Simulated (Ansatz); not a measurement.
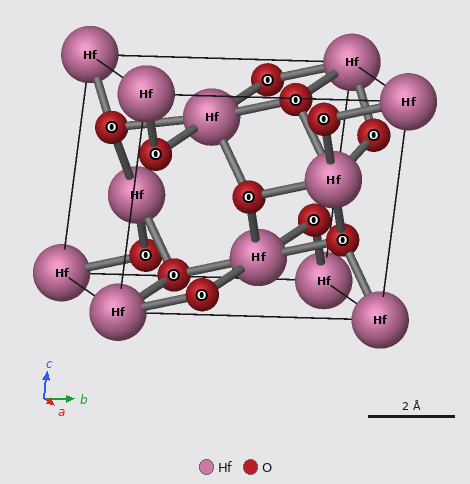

**Figure 1.** The structure (ball-and-stick view of the cell of the calculation, seen slightly off an axis). An atom can appear more than once, as a periodic image.

**Run report: Hf5O9 (charge +2), single-point calculation**

Hf5O9 (defect cell, 14 atoms in the cell, total charge +2), computed with DFT PBE, scalar-relativistic, plane waves, PAW, PAW set soft_1, no spin polarisation (Ansatz 0.2.0).

The structure derives from an entry of the Crystallography Open Database. Figures and captions count atoms from 1; the log counts them from 0 in places.

The input:
```yaml
crystal:
  lattice:
    - [-5.0981362878, 0.0, 0.0]
    - [-2.5490681439, 5.0981362878, -2.5490681439]
    - [-2.5490681439, -2.5490681439, -5.0981362878]
  atoms:
    - { symbol: Hf, position: [0.8, 0.8, 0.6] }
    - { symbol: Hf, position: [0.6, 0.6, 0.2] }
    - { symbol: Hf, position: [0.4, 0.4, 0.8] }
    - { symbol: Hf, position: [0.2, 0.2, 0.4] }
    - { symbol: Hf, position: [1.0, 0.0, 1.0] }
    - { symbol: O, position: [0.05, 0.3, 0.1] }
    - { symbol: O, position: [0.85, 0.1, 0.7] }
    - { symbol: O, position: [0.65, 0.9, 0.3] }
    - { symbol: O, position: [0.45, 0.7, 0.9] }
    - { symbol: O, position: [0.95, 0.7, 0.9] }
    - { symbol: O, position: [0.75, 0.5, 0.5] }
    - { symbol: O, position: [0.55, 0.3, 0.1] }
    - { symbol: O, position: [0.36667, 0.03332, 0.73334] }
    - { symbol: O, position: [0.15, 0.9, 0.3] }
total_charge: 2
basis:
  ecutwfc: 420
kpoints:
  mp_grid: { grid: [4, 4, 4] }
hamiltonian:
  xc: pbe
  pseudopotentials: { kind: paw, azcp: { folder: soft_1 } }
scf:
  occupations: { method: gaussian, width: 0.05 }
output:
  forces: true
  stress: true
  eigenvalues: true
  write_density: true
  write_potential: true
  elf: true
  volumetric_format: npy
```

Run as:
```bash
ansatz run input.yaml --threads 4 --pin off --max-ram 8192MiB --backend cpu --events-out ev --progress --plain --runs-dir out
```

Output:
```
Engine: ansatz 0.2.0, aarch64-unknown-linux-gnu
Pseudopotentials: kind: paw
Pseudopotential: Hf, paw, valence charge 26, recommended cutoff 420 eV (normal), [file]
Pseudopotential: O, paw, valence charge 6, recommended cutoff 420 eV (normal), [file]
Functional definition: PBE
  parameter kappa = 0.804
  parameter beta = 0.06672455060314922
  exchange = pbe_x(kappa = kappa, mu = beta*pi^2/3)
  correlation = pbe_c(beta = beta)
Crystal: 14 atoms, lattice volume = 165.632 Å³
Basis set: ecut = 420 eV, 3269 PW (Γ), exchange–correlation on 72×90×90 points (8 copies of the dense FFT grid, shifted against one another)
Bands: 110, of which v1, the nominal top of the filled ones, is band 91 counted from 1 (90 counted from 0)
Symmetry: 1 space group operations
Space group: P1 (ITA 1), of the structure as read, at distance tolerance 5.5e-5 Å
k-points: 36 of 64 (time reversal used)
Non-local potential: Hf, projectors of the file, l = 0: 3, l = 1: 2, l = 2: 2, l = 3: 3
Non-local potential: O, projectors of the file, l = 0: 2, l = 1: 2, l = 2: 1
PAW form: soft (Blöchl's): semilocal exchange-correlation on the pseudo side does not see the compensation charge
PAW one-centre angular grid: Hf, 590 points (default); XC on 64 Gauss nodes
PAW one-centre angular grid: O, 110 points (default); XC on 64 Gauss nodes
Initial density: superposition of atomic densities (chi_scale 0.1, normalization cell, long waves kept (reshape's long-wave potential 0.11 eV rms))
Initial wavefunctions: pseudopotential atomic-orbital guess
Functional: x = pbe(κ = 0.804, μ = 0.2195149727645171), c = pbe(β = 0.06672455060314922)
SCF iter   1: F=—  HF=-83781.596719 eV  |F-HF|=—  |Δ(HF+E_count)|=         —  Δρ=1.38e-1  dr2=2.81e1  ethr=3.10e-3  ⟨swp⟩=5.7  Hψ=11810  notcnv=0  defer=253
preconditioner: auto → Resta (q_TF=auto, 2.771 Å⁻¹)  ε∞=4.6  [insulator: Δε(μ)=0.726 eV  Ē_g=19.915 eV  σ=0.050 eV  W_gap=1.00  n_scr=62 (ndim 8)  ℏωp=37.8 eV  f_vac=0.002  D(μ)=0.00/eV (n_scr^D=0)  ε∞_Penn≈4.6]
SCF iter   2: F=—  HF=-83773.040440 eV  |F-HF|=—  |Δ(HF+E_count)|=    8.56e0  Δρ=5.87e-2  dr2=6.10e0  ethr=3.10e-3  ⟨swp⟩=3.0  Hψ=8251  notcnv=0  defer=479
SCF iter   3: F=—  HF=-83770.564408 eV  |F-HF|=—  |Δ(HF+E_count)|=    2.48e0  Δρ=2.00e-2  dr2=8.87e-1  ethr=3.10e-3  ⟨swp⟩=2.4  Hψ=6800  notcnv=0  defer=479
SCF iter   4: F=—  HF=-83770.167617 eV  |F-HF|=—  |Δ(HF+E_count)|=   3.97e-1  Δρ=1.09e-2  dr2=1.65e-1  ethr=4.87e-4  ⟨swp⟩=3.0  Hψ=7167  notcnv=0  defer=479
SCF iter   5: F=—  HF=-83770.264473 eV  |F-HF|=—  |Δ(HF+E_count)|=   9.69e-2  Δρ=3.57e-3  dr2=2.76e-2  ethr=9.08e-5  ⟨swp⟩=2.2  Hψ=6973  notcnv=0  defer=479
SCF iter   6: F=—  HF=-83770.263565 eV  |F-HF|=—  |Δ(HF+E_count)|=   9.09e-4  Δρ=1.13e-3  dr2=2.56e-3  ethr=1.52e-5  ⟨swp⟩=2.4  Hψ=6334  notcnv=0  defer=479
SCF iter   7: F=—  HF=-83770.267554 eV  |F-HF|=—  |Δ(HF+E_count)|=   3.99e-3  Δρ=6.37e-4  dr2=5.41e-4  ethr=1.41e-6  ⟨swp⟩=2.1  Hψ=6760  notcnv=0  defer=479
SCF iter   8: F=—  HF=-83770.267389 eV  |F-HF|=—  |Δ(HF+E_count)|=   1.66e-4  Δρ=3.04e-4  dr2=1.49e-4  ethr=2.97e-7  ⟨swp⟩=3.0  Hψ=7061  notcnv=0  defer=479
SCF iter   9: F=—  HF=-83770.267480 eV  |F-HF|=—  |Δ(HF+E_count)|=   9.15e-5  Δρ=7.70e-5  dr2=1.05e-5  ethr=8.21e-8  ⟨swp⟩=2.0  Hψ=6757  notcnv=0  defer=479
SCF iter  10: F=—  HF=-83770.267247 eV  |F-HF|=—  |Δ(HF+E_count)|=   2.33e-4  Δρ=2.75e-5  dr2=1.14e-6  ethr=5.74e-9  ⟨swp⟩=2.0  Hψ=7097  notcnv=0  defer=479
SCF iter  11: F=—  HF=-83770.267249 eV  |F-HF|=—  |Δ(HF+E_count)|=   1.42e-6  Δρ=8.20e-6  dr2=1.12e-7  ethr=6.28e-10  ⟨swp⟩=2.3  Hψ=6715  notcnv=0  defer=479
SCF iter  12: F=-83770.267249 eV  HF=-83770.267249 eV  |F-HF|=3.19e-8  |Δ(HF+E_count)|=   3.79e-8  Δρ=3.39e-6  dr2=1.74e-8  ethr=5.49e-11  ⟨swp⟩=21.4  Hψ=43250  notcnv=0
SCF 1 converged in 12 iterations: F = -83770.267249 eV  dr2 = 1.74e-8
  Residual-converged pass: ⟨swp⟩=1.1  Hψ=4106  notcnv=0  max |occ|·‖R‖ = 7.1e-9 eV (tolerance 1.0e-8 eV)  dr2=1.74e-8  dr2_onsite=4.30e-8  max |Δocc| = 3.9e-20
  greatest PAW one-centre occupation: 0.999 electrons in one spin orbital (limit 2), on the Hf atom at site 4 (counted from 0), in its partial waves of l = 0
```

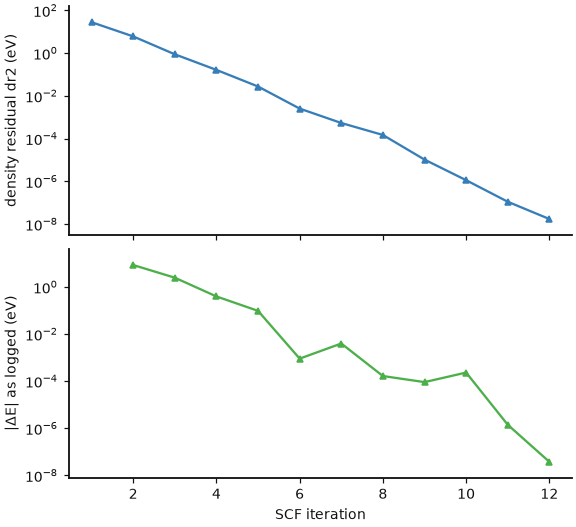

**Figure 2.** Convergence of the self-consistent field: density residual dr2 and size of the energy change against the SCF iteration. The residual falls at every step.

```
SCF converged after 12 iterations
Free energy (F): -83770.267249 eV
Harris-Foulkes:  -83770.267249 eV  (|F-HF|=3.19e-8)
Internal energy: -83770.267249 eV  (E = F + TS)
E sigma→0 (E₀):  -83770.267249 eV
Fermi energy:    14.433956 eV
--- Per-component energies (eV) ---
  E_band       = -165.709751
  E_kinetic    = 3492.720777
  E_local      = -35676.614638  (includes V_loc(G=0)·N_el)
  E_nonlocal   = 780.020854
  E_hartree    = 16987.791809
  E_xc         = -1952.012082
  E_vxc        = -2064.063549  (∫ρ·V_xc dr)
  E_paw        = -39946.662663  (= ΣΔE_a)
  E_vpaw       = -673.364680  (= ΣTr[D̂ρ^β])
  E_aug_tail   = 0.008090  (compensation charges beyond the density's cutoff)
  E_ewald      = -27455.519397
  E_smearing   = -0.000000  (= −TS)
  E_closure    = -0.000000  (closes the sum)
  E_deformation_potential = 45.180845  (in the stress; not in F)
  Σ components = -83770.267249   (vs F -83770.267249, Δ=0.00e0)
--- Forces (eV/Å), atoms counted from 1 ---
  atom   1  Hf     1.41445152     1.44820229    -1.65341461
  atom   2  Hf    -2.00519825     2.76379815     2.47081810
  atom   3  Hf    -2.68883356    -2.18838434    -3.12539974
  atom   4  Hf     2.55072651    -2.65187064     3.02390614
  atom   5  Hf     0.86489510    -0.85649067    -0.82520602
  atom   6  O     -0.22594805    -0.00821421    -0.09879026
  atom   7  O      0.01034518     0.77219055    -0.11694392
  atom   8  O      0.22350697    -0.01055592    -0.33578864
  atom   9  O      0.21523117    -2.78243109     0.33242894
  atom  10  O      0.39665656    -0.67709831     1.86612691
  atom  11  O      0.06398607    -0.22843585     0.09362310
  atom  12  O      0.51140743     0.38943823    -1.88534332
  atom  13  O     -0.75489665     5.64613106     0.74725092
  atom  14  O     -0.57631144    -1.61626844    -0.49330450
  max |Σ_I F_I| component: 3.69e-5 eV/Å
--- Stress (GPa, compression-positive) ---
        6.127613      -0.407437      -2.750143
       -0.407437       9.463046       0.607897
       -2.750143       0.607897       4.370894
  P = ⅓ Tr σ = 6.6539 GPa (66.539 kbar)
--- Band table (eV; the first three rows and the last of 36) ---
  k-point 0: bands = ["-47.4116", "-47.3698", "-47.1136", "-46.7908", "-46.3101", "-16.1901", "-16.1455", "-15.9959", "-15.9911", "-15.9319", "-15.9208", "-15.8239", "-15.7026", "-15.6848", "-15.6507", "-15.4136", "-15.3956", "-15.0799", "-15.0046", "-14.9974", "-4.3793", "-3.1931", "-2.9585", "-2.8660", "-2.8165", "-2.4377", "-2.3577", "-2.2466", "-1.6945", "2.6588", "2.6632", "2.6768", "2.6993", "2.7031", "2.7059", "2.7083", "2.7210", "2.7470", "2.7499", "2.7665", "2.7757", "2.8078", "2.8287", "2.9773", "2.9799", "2.9823", "3.0168", "3.0188", "3.0775", "3.0986", "3.3178", "3.3215", "3.3303", "3.3540", "3.3570", "3.4056", "3.4273", "3.8449", "3.8478", "3.8586", "3.8637", "3.8729", "3.8760", "3.9127", "8.8261", "8.9486", "8.9976", "9.0397", "9.1849", "9.3819", "9.4511", "9.5445", "9.6575", "9.8064", "10.0634", "10.8804", "10.9955", "11.1153", "11.2927", "11.9906", "12.0784", "12.4991", "12.6515", "12.8791", "13.0512", "13.1634", "13.3441", "13.3789", "13.4832", "13.6395", "13.7803", "14.6624", "17.4205", "17.8359", "18.0351", "18.0934", "18.3474", "18.9471", "19.0446", "19.2327", "19.5334", "19.7634", "20.1552", "20.2631", "20.5013", "20.7233", "20.8721", "21.1967", "21.3702", "21.5632"]
  k-point 1: bands = ["-47.4115", "-47.3699", "-47.1136", "-46.7908", "-46.3101", "-16.1932", "-16.1398", "-16.0203", "-15.9835", "-15.9285", "-15.8936", "-15.8416", "-15.7152", "-15.6766", "-15.6443", "-15.4129", "-15.3902", "-15.0875", "-15.0042", "-14.9989", "-4.1919", "-3.2922", "-3.0546", "-2.8853", "-2.8133", "-2.4087", "-2.3464", "-2.2166", "-1.7953", "2.6589", "2.6633", "2.6768", "2.6998", "2.7027", "2.7058", "2.7101", "2.7191", "2.7469", "2.7492", "2.7670", "2.7765", "2.8077", "2.8254", "2.9769", "2.9803", "2.9820", "3.0164", "3.0189", "3.0775", "3.0961", "3.3172", "3.3213", "3.3295", "3.3533", "3.3568", "3.4056", "3.4233", "3.8451", "3.8469", "3.8582", "3.8636", "3.8720", "3.8761", "3.9041", "8.3065", "9.0496", "9.1437", "9.1829", "9.2652", "9.4008", "9.5219", "9.5876", "9.9098", "10.1190", "10.4248", "10.5379", "10.9553", "11.1007", "11.3918", "11.7180", "12.0730", "12.2992", "12.4559", "12.7694", "12.8749", "13.0220", "13.3320", "13.3999", "13.5128", "13.7429", "13.9675", "14.7954", "17.3704", "17.6102", "18.0142", "18.3274", "18.5213", "18.9179", "19.0642", "19.3125", "19.4219", "19.7730", "20.2199", "20.2957", "20.4637", "20.8309", "20.9526", "21.2848", "21.3489", "21.7010"]
  k-point 2: bands = ["-47.4114", "-47.3700", "-47.1136", "-46.7908", "-46.3101", "-16.1975", "-16.1340", "-16.0362", "-15.9710", "-15.9159", "-15.8932", "-15.8546", "-15.7158", "-15.6805", "-15.6377", "-15.4100", "-15.3864", "-15.0972", "-15.0063", "-14.9960", "-3.7851", "-3.6716", "-3.0932", "-2.8958", "-2.8260", "-2.3753", "-2.3023", "-2.1739", "-1.9350", "2.6589", "2.6634", "2.6769", "2.7006", "2.7018", "2.7072", "2.7109", "2.7169", "2.7469", "2.7488", "2.7673", "2.7775", "2.8076", "2.8220", "2.9766", "2.9804", "2.9821", "3.0159", "3.0190", "3.0775", "3.0938", "3.3164", "3.3211", "3.3289", "3.3522", "3.3570", "3.4057", "3.4194", "3.8443", "3.8467", "3.8578", "3.8635", "3.8714", "3.8763", "3.8961", "8.0269", "8.9046", "9.0890", "9.4100", "9.4792", "9.6526", "9.7280", "9.7817", "9.8843", "10.1827", "10.7057", "10.8181", "10.8883", "11.0464", "11.2265", "11.2971", "11.7517", "11.9552", "12.4955", "12.6564", "12.8474", "13.0890", "13.2512", "13.4607", "13.5369", "13.6990", "14.2055", "14.8895", "17.3000", "17.4543", "18.1148", "18.4475", "18.7040", "18.8285", "19.0574", "19.3596", "19.4378", "19.7350", "20.1644", "20.2181", "20.5191", "20.8616", "21.0312", "21.4373", "21.5735", "21.7247"]
  k-point 35: bands = ["-47.4114", "-47.3699", "-47.1136", "-46.7908", "-46.3101", "-16.1871", "-16.1390", "-16.0449", "-16.0030", "-15.9192", "-15.8902", "-15.8468", "-15.6845", "-15.6700", "-15.6556", "-15.4148", "-15.3977", "-15.0741", "-15.0062", "-15.0048", "-3.5947", "-3.4891", "-3.2218", "-2.9383", "-2.9088", "-2.4148", "-2.3331", "-2.2544", "-2.0346", "2.6583", "2.6623", "2.6783", "2.6973", "2.7030", "2.7074", "2.7093", "2.7193", "2.7443", "2.7505", "2.7664", "2.7756", "2.8084", "2.8258", "2.9742", "2.9791", "2.9823", "3.0147", "3.0189", "3.0778", "3.0888", "3.3153", "3.3214", "3.3295", "3.3509", "3.3560", "3.4062", "3.4152", "3.8446", "3.8462", "3.8576", "3.8637", "3.8692", "3.8764", "3.8905", "9.0014", "9.3217", "9.3941", "9.4819", "9.5668", "9.8270", "9.8894", "9.9256", "10.1075", "10.3846", "10.4595", "10.8185", "10.9117", "10.9557", "11.1398", "11.5801", "11.7262", "11.7874", "11.9593", "12.3152", "12.3813", "12.5596", "12.8845", "12.9618", "13.2175", "13.3544", "13.7566", "15.5584", "17.4044", "17.6748", "18.0071", "18.6173", "18.6375", "18.6902", "18.9260", "19.2038", "19.4496", "19.5215", "19.7827", "20.2083", "20.8335", "21.0434", "21.0656", "21.3920", "21.4557", "21.6708"]
```

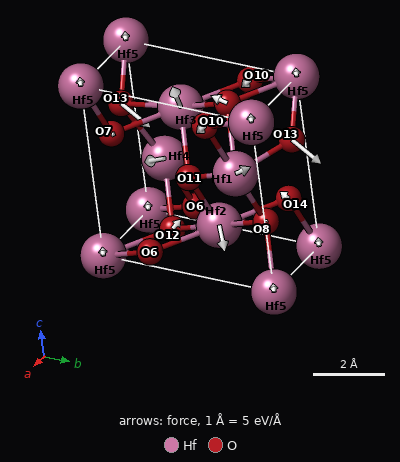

**Figure 3.** Forces on the atoms as white arrows (ball-and-stick view of the cell of the calculation, seen slightly off an axis; atoms are numbered from 1 in the order of the input); the smallest are left out. The largest act on O13 (5.75 eV/Å); Hf4 (4.76 eV/Å); Hf3 (4.67 eV/Å); Hf2 (4.21 eV/Å), among others. The geometry is not a stationary point of this energy.

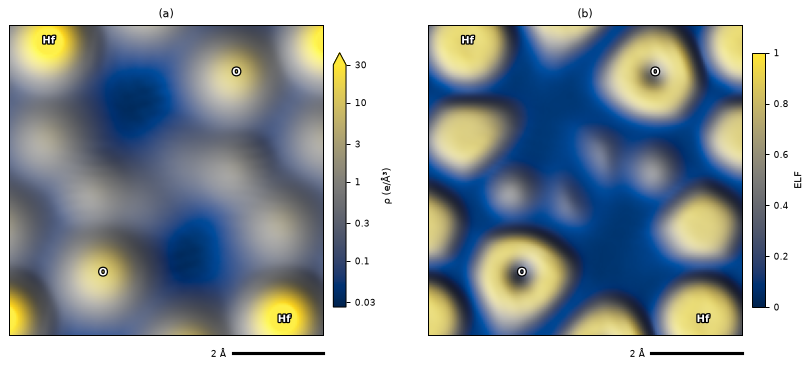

**Figure 4.** (a) valence pseudo-density; (b) ELF on the (110) plane of the calculation cell. Atoms in the plane: Hf and O. Away from the nuclei the density in this plane falls to 0.03 e/Å³ at its lowest. The strong features right at Hf lie inside the PAW spheres (semicore, d or f shells) and say nothing about bonding. Core electrons are frozen (PAW), so the fields are smoothed inside the atomic spheres.

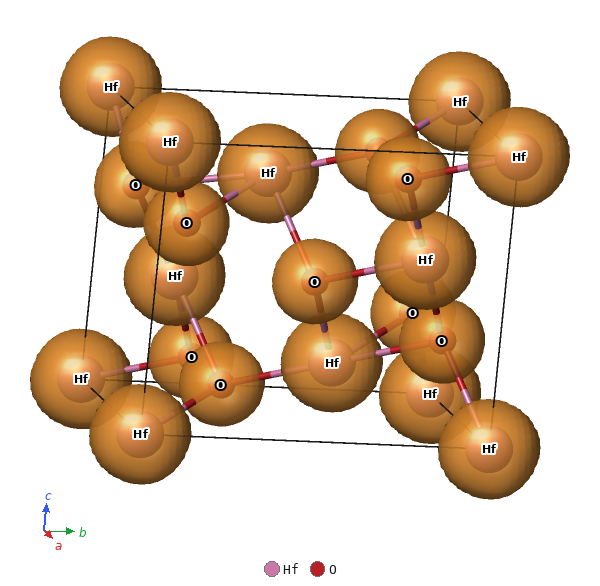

**Figure 5.** Isosurface of the valence electron density at 1 e/Å³ (orange), seen slightly off an axis. Sticks mark near contacts. The outline is the calculation cell. At this value the density breaks into separate islands; it holds about 80 % of the electrons treated as valence (semicore included). It is pinched off along the Hf–O (1.99 Å) and Hf–O (2.21 Å) contacts. On the grid the lowest density along these lines, outside the cores, is 0.86 e/Å³ (Hf–O, 1.99 Å) and 0.51 e/Å³ (Hf–O, 2.21 Å).

Summary:

```csv
quantity,value
outcome,converged
electrons treated,182
free energy,−83770.2672 eV
Fermi energy,14.434 eV
gap on the k-point mesh,0.46 eV
pressure,6.65 GPa
largest force (length of the vector),5.745 eV/Å
hardware,"4 threads of Arm Neoverse V1, 24 GiB of memory available, shared host"
wall time,39 s (CPU time 2.6 min)
peak memory,0.91 GiB
```

The cell is charged and computed with a neutralising background, so its energy and pressure depend on the cell and aren't those of a real crystal. Spin–orbit coupling is left out, which matters for Hf.
